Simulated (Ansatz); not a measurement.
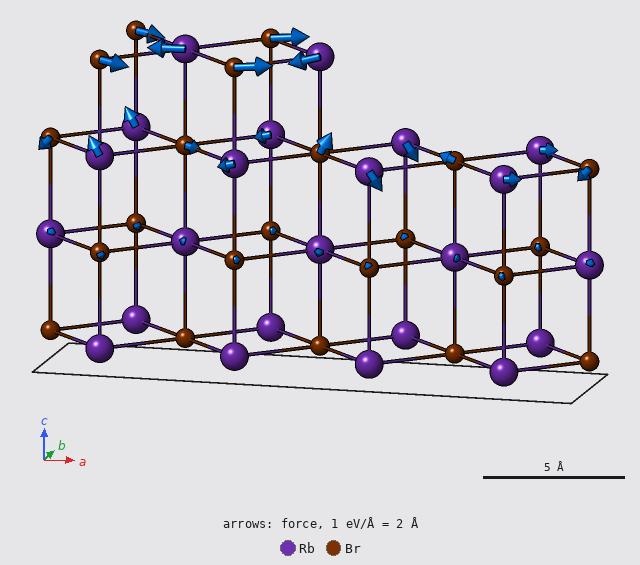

Starting geometry of a slab of composition RbBr (cut from the Fm-3m phase) with the computed forces as blue arrows. Style: ball-and-stick. Shown: the cell of the calculation, outlined in the plane, without the vacuum (origin shifted), slightly off an axis.

Case: stripe of 2 of 4 rows, two steps. 8 atoms are held fixed.

Method: DFT PBE, scalar-relativistic, plane waves, PAW in Ansatz. Set-up: plane-wave cutoff 420 eV; k-point mesh 2 × 6 × 1; occupations gaussian; smearing width 0.05 eV; no spin polarisation; dipole correction; atoms relaxed in a fixed cell; force threshold 0.02 eV/Å; at most 45 steps.

**Is this structure relaxed? If not, where do the atoms go?**

It isn't relaxed: the largest force vector, on a Br atom, is 0.73 eV/Å. The atoms end up moving mostly along the starting forces (cosine between the two patterns 0.87). The energy falls by 0.581 eV per cell of the calculation in 4 geometry steps. Largest force component: 0.72 eV/Å at the start, 0.0043 eV/Å at the end. The atom that moves furthest is a Rb atom (0.35 Å at 78° to the normal (−c side)). Largest moves by element: Rb 0.35 Å, Br 0.25 Å. The cell stays as it was. Near-neighbour distances that change, for instance: Br–Rb 3.509 → 3.206 Å, Br–Rb 3.509 → 3.778 Å, Br–Rb 3.509 → 3.757 Å, Br–Rb 3.509 → 3.296 Å. Among the angles between lasting bonds that change: Rb–Br–Rb 90.0° → 103.0°, Rb–Br–Rb 180.0° → 168.1°, Br–Rb–Br 90.0° → 101.4°. Cost: 6.7 min on 4 threads of Arm Neoverse V2, with other jobs on the host, peak memory 5.9 GiB.
